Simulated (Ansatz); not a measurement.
Geometry relaxation, with input and output: NiSi (part 1 of 2)

The run: geometry relaxation of NiSi (8 atoms in the cell). Method and program: DFT PBE without spin polarisation, scalar-relativistic, plane waves, PAW, no spin polarisation (Ansatz 0.2.0).

The structure derives from an entry of the Crystallography Open Database. Figures and captions count atoms from 1; the log counts them from 0 in places.

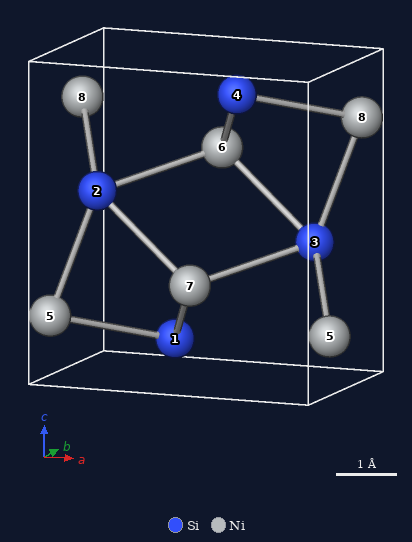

Fig. 1: The structure as given in the input (ball-and-stick view of the cell of the calculation, seen slightly off an axis; atoms are numbered from 1 in the order of the input).

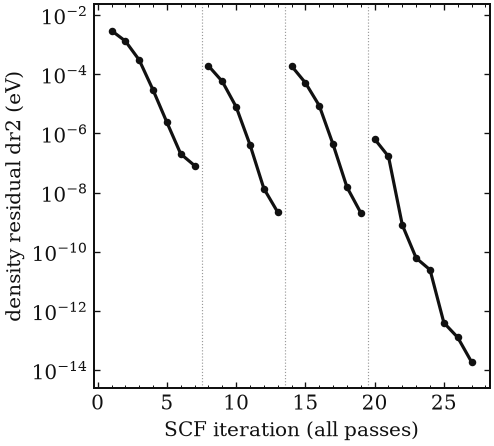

Fig. 2: Convergence of the self-consistent field: density residual dr2 against the SCF iteration. The dotted lines part the SCF passes of the relaxation: geometry steps, rejected trials and re-solves on a re-selected basis. The passes take 7, 6, 6 and 8 iterations.

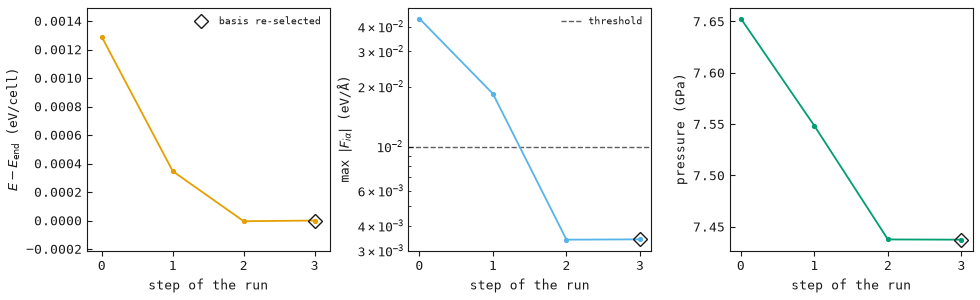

Fig. 3: Progress of the relaxation, step by step (the first geometry is step 0 here and step 1 in the log). The largest moves relative to the cell, 0.007 Å, are those of 8 atoms (Si1, Si2, Si3, Si4 and others). By element the largest moves are Ni 0.007 Å, Si 0.007 Å. Distances before and after: Si1–Ni8 2.260 → 2.265 Å. The space group stays Pnma (No. 62). Over 2 geometry steps the energy falls by 1.3 meV per cell of the calculation. The largest force component goes from 0.044 to 0.0034 eV/Å. Pressure: 7.65 GPa at the start and 7.44 GPa at the end. A last SCF at the same geometry on a re-selected plane-wave basis shifts the energy by +0.0 meV per cell of the calculation. (Atoms are counted from 1 in the order of the input.)

The input that produced these results follows, with the program's output.

### Input
```yaml
crystal:
  lattice:
    - [5.0839309469, 0.0, 0.0]
    - [0.0, 3.3367377033, 0.0]
    - [0.0, 0.0, 5.5326035929]
  atoms:
    - { symbol: Si, position: [0.3222998009, 0.75, 0.0848865513] }
    - { symbol: Si, position: [0.1777001991, 0.25, 0.5848865513] }
    - { symbol: Si, position: [0.8222998009, 0.75, 0.4151134487] }
    - { symbol: Si, position: [0.6777001991, 0.25, 0.9151134487] }
    - { symbol: Ni, position: [0.0091445005, 0.25, 0.1874519891] }
    - { symbol: Ni, position: [0.4908554995, 0.75, 0.6874519891] }
    - { symbol: Ni, position: [0.5091445005, 0.25, 0.3125480109] }
    - { symbol: Ni, position: [0.9908554995, 0.75, 0.8125480109] }
basis:
  ecutwfc: 420
  ecutrho_ratio: 4
kpoints:
  mp_grid: { grid: [8, 10, 6] }
hamiltonian:
  xc: pbe
scf:
  occupations: { method: gaussian, width: 0.05 }
output:
  forces: true
  stress: true
  eigenvalues: true
relax:
  f_tol: 0.01
  max_steps: 40
  cell: { stress_tol: 0.1, fix: [volume] }
```

Run as:
```bash
ansatz run input.yaml --threads 2 --pin off --max-ram 5120MiB --backend cpu --events-out ev --progress --plain --runs-dir out
```

### What the program printed
```
Engine: ansatz 0.2.0, aarch64-unknown-linux-gnu
Pseudopotentials: kind: paw
Pseudopotential: Si, paw, valence charge 4, recommended cutoff 420 eV (normal), Si.paw.azcp
Pseudopotential: Ni, paw, valence charge 18, recommended cutoff 420 eV (normal), Ni.paw.azcp
Functional definition: PBE
  parameter kappa = 0.804
  parameter beta = 0.06672455060314922
  exchange = pbe_x(kappa = kappa, mu = beta*pi^2/3)
  correlation = pbe_c(beta = beta)
Crystal: 8 atoms, lattice volume = 93.854 Å³
Basis set: ecut = 420 eV, 1837 PW (Γ), exchange–correlation on 72×48×80 points (8 copies of the dense FFT grid, shifted against one another)
Bands: 53, of which v1, the nominal top of the filled ones, is band 44 counted from 1 (43 counted from 0)
Symmetry: 8 space group operations
Space group: Pnma (ITA 62), of the structure as read, at distance tolerance 4.5e-5 Å
k-points: 120 of 480
Non-local potential: Si, projectors of the file, l = 0: 2, l = 1: 2, l = 2: 2
Non-local potential: Ni, projectors of the file, l = 0: 3, l = 1: 2, l = 2: 3, l = 3: 1
PAW form: soft (Blöchl's): semilocal exchange-correlation on the pseudo side does not see the compensation charge
PAW one-centre angular grid: Si, 110 points (default); XC on 64 Gauss nodes
PAW one-centre angular grid: Ni, 590 points (default); XC on 64 Gauss nodes
Initial density: superposition of atomic densities (neutral atoms: chi_scale 0, normalization atom), corrected by the library's trained network
Initial wavefunctions: pseudopotential atomic-orbital guess
Functional: x = pbe(κ = 0.804, μ = 0.2195149727645171), c = pbe(β = 0.06672455060314922)
SCF iter   1: F=—  HF=-25906.070482 eV  |F-HF|=—  |Δ(HF+E_count)|=         —  Δρ=3.65e-3  dr2=2.98e-3  ethr=1.77e-3  ⟨swp⟩=6.6  Hψ=24454  notcnv=0  defer=27
preconditioner: auto → Kerker (q_TF=auto, 2.699 Å⁻¹)  [metal: Δε(μ)=0.009 eV  Ē_g=7.269 eV  σ=0.050 eV  W_gap=0.10  n_scr=34 (ndim 8)  ℏωp=28.7 eV  f_vac=0.000  D(μ)=1.47/eV (n_scr^D=8)]
SCF iter   2: F=—  HF=-25906.070492 eV  |F-HF|=—  |Δ(HF+E_count)|=   1.03e-5  Δρ=2.04e-3  dr2=1.32e-3  ethr=3.39e-6  ⟨swp⟩=2.0  Hψ=12519  notcnv=0  defer=106
SCF iter   3: F=—  HF=-25906.070629 eV  |F-HF|=—  |Δ(HF+E_count)|=   1.36e-4  Δρ=7.60e-4  dr2=3.03e-4  ethr=1.50e-6  ⟨swp⟩=2.2  Hψ=8687  notcnv=0  defer=106
SCF iter   4: F=—  HF=-25906.070588 eV  |F-HF|=—  |Δ(HF+E_count)|=   4.07e-5  Δρ=2.03e-4  dr2=2.94e-5  ethr=3.45e-7  ⟨swp⟩=2.1  Hψ=8588  notcnv=0  defer=106
SCF iter   5: F=—  HF=-25906.070572 eV  |F-HF|=—  |Δ(HF+E_count)|=   1.63e-5  Δρ=5.32e-5  dr2=2.36e-6  ethr=3.34e-8  ⟨swp⟩=2.5  Hψ=9383  notcnv=0  defer=106
SCF iter   6: F=—  HF=-25906.070571 eV  |F-HF|=—  |Δ(HF+E_count)|=   3.47e-7  Δρ=1.72e-5  dr2=2.02e-7  ethr=2.68e-9  ⟨swp⟩=2.0  Hψ=8973  notcnv=0  defer=106
SCF iter   7: F=-25906.070571 eV  HF=-25906.070571 eV  |F-HF|=8.05e-8  |Δ(HF+E_count)|=   9.51e-9  Δρ=1.14e-5  dr2=8.15e-8  ethr=1.14e-10  ⟨swp⟩=9.0  Hψ=27000  notcnv=0
SCF 1 converged in 7 iterations: F = -25906.070571 eV  dr2 = 8.15e-8
  greatest PAW one-centre occupation: 1.000 electrons in one spin orbital (limit 2), on the Ni atom at site 7 (counted from 0), in its partial waves of l = 1
relax step   1: F+E_penalty+E_count = -25906.07057127 eV  Δ(F+E_penalty+E_count) = +0.000e0 eV  max|allowed force component| = 4.388e-2 eV/Å  Δτ_max = 0.0000 Å  P = +7.653 GPa  Ω = 93.854 Å³  fix = [volume]  reactions: volume +7.653 GPa  (7 SCF iters, dr2 threshold 1.00e-7 eV, accepted)
Initial density: handed on by an earlier stage of this run
Initial wavefunctions: those handed on with the density
iter 1 solved again at ethr=2.36e-7 eV; its pass at ethr=3.10e-3 eV (dr2=2.08e-4 eV) is discarded
SCF iter   1: F=—  HF=-25906.071546 eV  |F-HF|=—  |Δ(HF+E_count)|=         —  Δρ=6.37e-4  dr2=1.92e-4  ethr=2.36e-7  ⟨swp⟩=2.1  Hψ=26678  notcnv=0
preconditioner: auto → Kerker (q_TF=auto, 2.699 Å⁻¹)  [metal: Δε(μ)=0.046 eV  Ē_g=7.268 eV  σ=0.050 eV  W_gap=0.43  n_scr=34 (ndim 8)  ℏωp=28.7 eV  f_vac=0.000  D(μ)=1.42/eV (n_scr^D=4)]
SCF iter   2: F=—  HF=-25906.071539 eV  |F-HF|=—  |Δ(HF+E_count)|=   6.28e-6  Δρ=3.21e-4  dr2=5.70e-5  ethr=2.18e-7  ⟨swp⟩=1.0  Hψ=6360  notcnv=0
SCF iter   3: F=—  HF=-25906.071514 eV  |F-HF|=—  |Δ(HF+E_count)|=   2.51e-5  Δρ=9.76e-5  dr2=7.89e-6  ethr=6.47e-8  ⟨swp⟩=2.3  Hψ=9647  notcnv=0
SCF iter   4: F=—  HF=-25906.071513 eV  |F-HF|=—  |Δ(HF+E_count)|=   1.65e-6  Δρ=2.81e-5  dr2=4.14e-7  ethr=8.97e-9  ⟨swp⟩=2.1  Hψ=8850  notcnv=0
iter 5 did not close the SCF: its close was put off for the readings that it lacked (scf_convergence_deferred on its scf_iter line)
SCF iter   5: F=-25906.071513 eV  HF=-25906.071513 eV  |F-HF|=6.30e-9  |Δ(HF+E_count)|=   6.46e-8  Δρ=4.26e-6  dr2=1.37e-8  ethr=4.71e-10  ⟨swp⟩=2.1  Hψ=9543  notcnv=0
SCF iter   6: F=-25906.071513 eV  HF=-25906.071513 eV  |F-HF|=9.97e-10  |Δ(HF+E_count)|=  7.79e-10  Δρ=1.57e-6  dr2=2.18e-9  ethr=1.55e-11  ⟨swp⟩=2.0  Hψ=20007  notcnv=0
SCF 2 converged in 6 iterations: F = -25906.071513 eV  dr2 = 2.18e-9
relax step   2: F+E_penalty+E_count = -25906.07151257 eV  Δ(F+E_penalty+E_count) = -9.413e-4 eV  max|allowed force component| = 1.838e-2 eV/Å  Δτ_max = 0.0035 Å  P = +7.548 GPa  Ω = 93.854 Å³  energy of the carried Pulay correction = +2.845e-15 eV  fix = [volume]  reactions: volume +7.548 GPa  (6 SCF iters, dr2 threshold 1.20e-7 eV, accepted)
iter 1 solved again at ethr=2.33e-7 eV; its pass at ethr=3.10e-3 eV (dr2=2.05e-4 eV) is discarded
SCF iter   1: F=—  HF=-25906.071891 eV  |F-HF|=—  |Δ(HF+E_count)|=         —  Δρ=6.53e-4  dr2=1.90e-4  ethr=2.33e-7  ⟨swp⟩=2.1  Hψ=26782  notcnv=0
preconditioner: auto → Kerker (q_TF=auto, 2.699 Å⁻¹)  [metal: Δε(μ)=0.052 eV  Ē_g=7.264 eV  σ=0.050 eV  W_gap=0.45  n_scr=34 (ndim 8)  ℏωp=28.7 eV  f_vac=0.000  D(μ)=1.39/eV (n_scr^D=4)]
SCF iter   2: F=—  HF=-25906.071889 eV  |F-HF|=—  |Δ(HF+E_count)|=   1.73e-6  Δρ=3.22e-4  dr2=5.13e-5  ethr=2.15e-7  ⟨swp⟩=1.0  Hψ=6360  notcnv=0
SCF iter   3: F=—  HF=-25906.071871 eV  |F-HF|=—  |Δ(HF+E_count)|=   1.82e-5  Δρ=1.05e-4  dr2=8.71e-6  ethr=5.83e-8  ⟨swp⟩=2.4  Hψ=9711  notcnv=0
SCF iter   4: F=—  HF=-25906.071864 eV  |F-HF|=—  |Δ(HF+E_count)|=   7.03e-6  Δρ=2.73e-5  dr2=4.23e-7  ethr=9.89e-9  ⟨swp⟩=2.1  Hψ=8792  notcnv=0
iter 5 did not close the SCF: its close was put off for the readings that it lacked (scf_convergence_deferred on its scf_iter line)
SCF iter   5: F=-25906.071864 eV  HF=-25906.071864 eV  |F-HF|=8.32e-9  |Δ(HF+E_count)|=   7.90e-8  Δρ=4.44e-6  dr2=1.53e-8  ethr=4.80e-10  ⟨swp⟩=2.2  Hψ=9943  notcnv=0
SCF iter   6: F=-25906.071864 eV  HF=-25906.071864 eV  |F-HF|=8.11e-10  |Δ(HF+E_count)|=  5.78e-10  Δρ=1.54e-6  dr2=2.07e-9  ethr=1.74e-11  ⟨swp⟩=2.7  Hψ=23841  notcnv=0
SCF 3 converged in 6 iterations: F = -25906.071864 eV  dr2 = 2.07e-9
  greatest PAW one-centre occupation: 1.000 electrons in one spin orbital (limit 2), on the Ni atom at site 6 (counted from 0), in its partial waves of l = 1
relax step   3: F+E_penalty+E_count = -25906.07186417 eV  Δ(F+E_penalty+E_count) = -3.516e-4 eV  max|allowed force component| = 3.407e-3 eV/Å  Δτ_max = 0.0036 Å  P = +7.438 GPa  Ω = 93.854 Å³  energy of the carried Pulay correction = +2.039e-17 eV  fix = [volume]  reactions: volume +7.438 GPa  (6 SCF iters, dr2 threshold 2.11e-8 eV, accepted)
Initial wavefunctions: pseudopotential atomic-orbital guess (no wavefunctions were taken with the density)
iter 1 solved again at ethr=4.13e-7 eV; its pass at ethr=3.10e-3 eV (dr2=3.63e-4 eV) is discarded
```
